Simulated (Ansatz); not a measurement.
**Al3Ni2: geometry relaxation (part 2 of 2)**

Al3Ni2 (5 atoms in the cell); DFT r2SCAN, scalar-relativistic, plane waves, PAW, no spin polarisation (Ansatz 0.2.0); cutoff 500 eV, 12×12×8 k-mesh, Gaussian smearing of 0.1 eV. The structure derives from a Materials Project entry. It belongs to a series of runs on one base structure; here: biaxial strain in the a-b plane, c and atoms relaxed: -2.0 %.

Geometry of the input (Å; fractional positions):
```
3.9266  0.0000  0.0000
-1.9633  3.4005  0.0000
0.0000  0.0000  4.9199
Al 0.0000  0.0000  0.0000
Al 0.3333  0.6667  0.6485
Al 0.6667  0.3333  0.3515
Ni 0.3333  0.6667  0.1468
Ni 0.6667  0.3333  0.8532
```

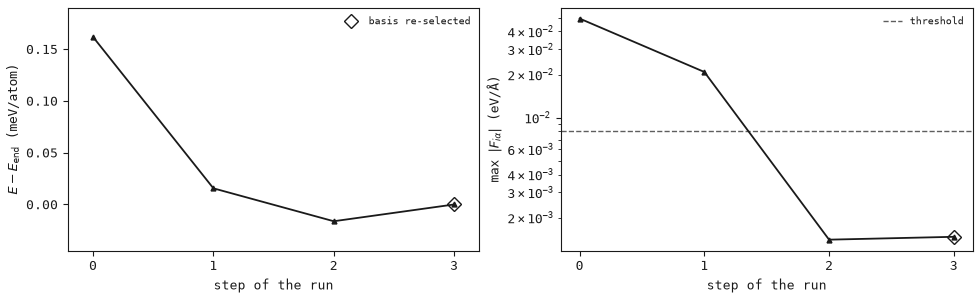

Progress of the relaxation, step by step (the first geometry is step 0 here and step 1 in the log). The atoms keep their places relative to the cell (all moves are under 0.005 Å). The energy falls by 0.2 meV per atom in 2 geometry steps. The largest force component goes from 0.049 to 0.0015 eV/Å. Pressure: 4.36 GPa at the start and 4.85 GPa at the end. A last SCF at the same geometry on a re-selected plane-wave basis shifts the energy by +0.0 meV per atom.

```
basis re-selected at this cell: Δ(F+E_penalty+E_count) = +8.125e-5 eV, ΔP = -0.002 GPa vs the last step (what re-selecting the basis moved, of the pressure what is left beyond the Pulay correction that the steps carried, after the strain that the cell walked since its last selection, with what the two solves' SCF thresholds leave and, on support functions, any second-order correction that the steps lacked; it is no measure of the basis error at this ecutwfc). This SCF's stress stands 7.95e-3 GPa from its target on what of the cell is left free (relax.cell.stress_tol is 1.50e-2 GPa) and its largest allowed force component is 1.47e-3 eV/Å (relax.f_tol is 8.00e-3 eV/Å): within both
SCF converged after 8 iterations
Free energy (F): -13314.965099 eV
Harris-Foulkes:  -13314.965099 eV  (|F-HF|=7.28e-12)
Internal energy: -13314.957912 eV  (E = F + TS)
E sigma→0 (E₀):  -13314.961506 eV
Entropy (-TS):   -0.007187 eV (-1.437 meV/atom)
Fermi energy:    11.746147 eV
--- Per-component energies (eV) ---
  E_band       = -793.187272
  E_kinetic    = 647.665315
  E_local      = -10196.541169  (includes V_loc(G=0)·N_el)
  E_nonlocal   = 1306.597055
  E_hartree    = 4448.296572
  E_xc         = -273.208920
  E_vxc        = -336.462250  (∫ρ·V_xc dr)
  E_paw        = -4708.909331  (= ΣΔE_a)
  E_vpaw       = -1133.439110  (= ΣTr[D̂ρ^β])
  E_aug_tail   = 0.000467  (compensation charges beyond the density's cutoff)
  E_vtau       = 22.399231  (kinetic-family band-sum trace: ∫τ·v_τ [+ j·A + Jᵃ·Aᵃ] dr)
  E_ewald      = -4538.077439
  E_core_change = -0.780461  (= ΣΔE_core)
  E_smearing   = -0.007187  (= −TS)
  E_closure    = 0.000000  (closes the sum)
  Σ components = -13314.965099   (vs F -13314.965099, Δ=0.00e0)
--- Forces (eV/Å), atoms counted from 1 ---
  atom   1  Al     0.00000000     0.00000000     0.00000000
  atom   2  Al    -0.00000000     0.00000000    -0.00146664
  atom   3  Al     0.00000000    -0.00000000     0.00146664
  atom   4  Ni     0.00000000    -0.00000000     0.00070984
  atom   5  Ni     0.00000000     0.00000000    -0.00070984
  max |Σ_I F_I| component: 1.85e-17 eV/Å
--- Stress (GPa, compression-positive) ---
        7.267819      -0.000000      -0.000000
        0.000000       7.267819       0.000000
       -0.000000       0.000000       0.007945
  P = ⅓ Tr σ = 4.8479 GPa (48.479 kbar)
--- Band table (eV; the first three rows and the last of 131) ---
  k-point 0: bands = ["-95.3750", "-95.3688", "-54.3218", "-54.3036", "-54.3009", "-54.3009", "-54.2769", "-54.2769", "0.3787", "5.9487", "6.4031", "7.8438", "7.8438", "8.5032", "8.5032", "9.4314", "9.4314", "9.7968", "9.9616", "9.9616", "10.3318", "13.1964", "13.1964", "15.2606", "15.2606", "17.1180", "17.3474", "19.2503"]
  k-point 1: bands = ["-95.3750", "-95.3688", "-54.3218", "-54.3036", "-54.3009", "-54.3009", "-54.2769", "-54.2769", "0.4774", "5.0871", "7.0334", "7.8306", "7.8306", "8.4889", "8.4889", "9.4631", "9.4631", "9.7014", "9.9646", "9.9646", "10.8437", "13.3033", "13.3033", "15.2949", "15.2949", "17.1159", "17.3746", "18.3393"]
  k-point 2: bands = ["-95.3750", "-95.3688", "-54.3218", "-54.3037", "-54.3009", "-54.3009", "-54.2769", "-54.2769", "0.7679", "4.0129", "7.5084", "7.8003", "7.8003", "8.4543", "8.4543", "9.5525", "9.5525", "9.6356", "9.9564", "9.9564", "12.0440", "13.6204", "13.6204", "15.3709", "15.3709", "17.0645", "17.2696", "17.2696"]
  k-point 130: bands = ["-95.3719", "-95.3719", "-54.3194", "-54.3194", "-54.3051", "-54.2826", "-54.2826", "-54.2735", "5.5307", "5.7113", "5.7113", "6.1592", "6.1592", "6.9909", "8.8498", "8.8498", "8.9531", "9.5869", "9.7813", "9.7813", "9.9303", "10.2234", "10.2234", "11.6497", "17.9734", "18.8392", "18.8392", "20.0346"]
--- Relaxed structure (3 steps of the walk, 3 accepted, 1 SCFs on fresh bases) ---
  F+E_penalty+E_count = -13314.96509893 eV   max|allowed force component| = 1.467e-3 eV/Å   (the final SCF, on the basis selected at the relaxed cell)
  cell:  # Å, volume = 65.4867 Å³
    - [3.92658694540881, -1.8165854790216995e-97, 1.8742072285756808e-34]
    - [-1.963293472704405, 3.40052404489237, -3.9377614533602393e-19]
    - [2.3483109764191284e-34, -5.697138417400182e-19, 4.904470783027792]
  atoms:
    - { symbol: Al, position: [-3.923720777657352e-35, -1.120926156658613e-36, 1.762978606713775e-20] }
    - { symbol: Al, position: [0.3333333333333333, 0.6666666666666666, 0.6485664604577845] }
    - { symbol: Al, position: [0.6666666666666666, 0.3333333333333333, 0.3514335395422155] }
    - { symbol: Ni, position: [0.3333333333333333, 0.6666666666666666, 0.1474847782449843] }
    - { symbol: Ni, position: [0.6666666666666666, 0.3333333333333333, 0.8525152217550157] }
```

**Trajectory as extended XYZ (Å, eV, eV/Å), 4 frames, from step=1 to step=4**
```
5
Lattice="3.9266 0.0000 0.0000 -1.9633 3.4005 0.0000 0.0000 0.0000 4.9199" Properties=species:S:1:pos:R:3:forces:R:3 step=1 energy=-13314.96429 pressure_GPa=4.36
Al    0.0000    0.0000    0.0000    0.0000   0.0000   0.0000
Al    0.0000    2.2670    3.1907    0.0000   0.0000   0.0018
Al    1.9633    1.1335    1.7292    0.0000   0.0000  -0.0018
Ni    0.0000    2.2670    0.7222    0.0000   0.0000   0.0493
Ni    1.9633    1.1335    4.1977    0.0000   0.0000  -0.0493
5
Lattice="3.9266 0.0000 0.0000 -1.9633 3.4005 0.0000 0.0000 0.0000 4.9105" Properties=species:S:1:pos:R:3:forces:R:3 step=2 energy=-13314.96502 pressure_GPa=4.66
Al    0.0000    0.0000    0.0000    0.0000   0.0000   0.0000
Al    0.0000    2.2670    3.1851    0.0000   0.0000  -0.0062
Al    1.9633    1.1335    1.7254    0.0000   0.0000   0.0062
Ni    0.0000    2.2670    0.7229    0.0000   0.0000   0.0208
Ni    1.9633    1.1335    4.1876    0.0000   0.0000  -0.0208
5
Lattice="3.9266 0.0000 0.0000 -1.9633 3.4005 0.0000 0.0000 0.0000 4.9045" Properties=species:S:1:pos:R:3:forces:R:3 step=3 energy=-13314.96518 pressure_GPa=4.85
Al    0.0000    0.0000    0.0000    0.0000   0.0000   0.0000
Al    0.0000    2.2670    3.1809    0.0000   0.0000  -0.0014
Al    1.9633    1.1335    1.7236    0.0000   0.0000   0.0014
Ni    0.0000    2.2670    0.7233    0.0000   0.0000   0.0007
Ni    1.9633    1.1335    4.1811    0.0000   0.0000  -0.0007
5
Lattice="3.9266 0.0000 0.0000 -1.9633 3.4005 0.0000 0.0000 0.0000 4.9045" Properties=species:S:1:pos:R:3:forces:R:3 step=4 energy=-13314.96510 pressure_GPa=4.85
Al    0.0000    0.0000    0.0000    0.0000   0.0000   0.0000
Al    0.0000    2.2670    3.1809    0.0000   0.0000  -0.0015
Al    1.9633    1.1335    1.7236    0.0000   0.0000   0.0015
Ni    0.0000    2.2670    0.7233    0.0000   0.0000   0.0007
Ni    1.9633    1.1335    4.1811    0.0000   0.0000  -0.0007
```

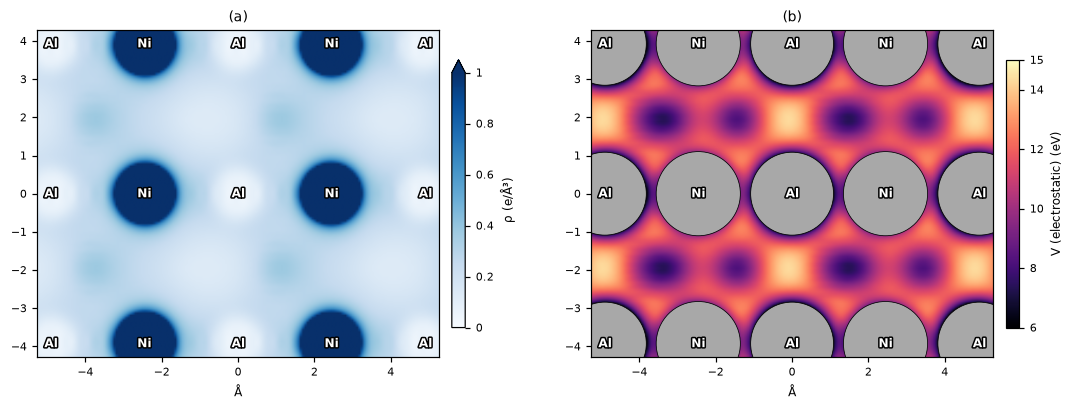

(a) valence pseudo-density; (b) electrostatic potential (local pseudopotential plus Hartree) felt by an electron on the (11̄0) plane of the conventional cell. Grey discs, where drawn, cover atomic cores. The section cuts through Al and Ni sites. Al–Ni (2.46 Å): ρ is about 0.37 e/Å³ halfway. Away from the nuclei the density in this plane falls to 0.13 e/Å³ at its lowest. Outside the cores the potential energy rises away from the atoms and is highest about 1.6 Å from the nearest atoms; outside the discs it spans about 8 eV, and its zero is arbitrary. The fields are those of the smooth PAW valence density.

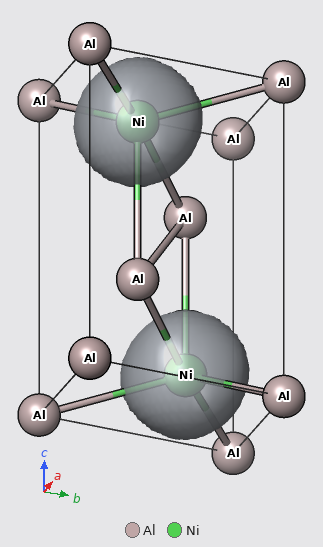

Isosurface of the valence pseudo-density at 0.5 e/Å³ (grey), seen at an oblique angle. Sticks mark near contacts. The outline is the cell set on symmetry axes. At this value the density breaks into separate islands; it holds about 70 % of the electrons treated as valence (semicore included). It is pinched off along the Al–Ni (2.38 Å), Ni–Ni (2.69 Å), Al–Al (2.69 Å) and Al–Ni (2.45 Å) contacts. On the grid the lowest density along these lines, outside the cores, is 0.3 e/Å³ (Al–Ni, 2.38 Å), 0.29 e/Å³ (Ni–Ni, 2.69 Å), 0.24 e/Å³ (Al–Al, 2.69 Å) and 0.25 e/Å³ (Al–Ni, 2.45 Å).

**Results in brief**

- outcome: converged
- space group (tolerance 0.01 Å): P-3m1 (164)
- electrons treated: 45
- free energy: −13314.9651 eV
- Fermi energy: 11.746 eV
- gap on the k-point mesh: none (metallic)
- pressure: 4.85 GPa
- final volume: 65.49 Å³
- largest force (length of the vector) at the end: 0.001 eV/Å
- final cell: a = 3.927 Å, b = 3.927 Å, c = 4.904 Å, α = 90.00°, β = 90.00°, γ = 120.00°
- wall time: 75 s
- peak memory: 0.7 GiB

**Remarks**

The run has no spin polarisation, so a magnetic state may lie lower.
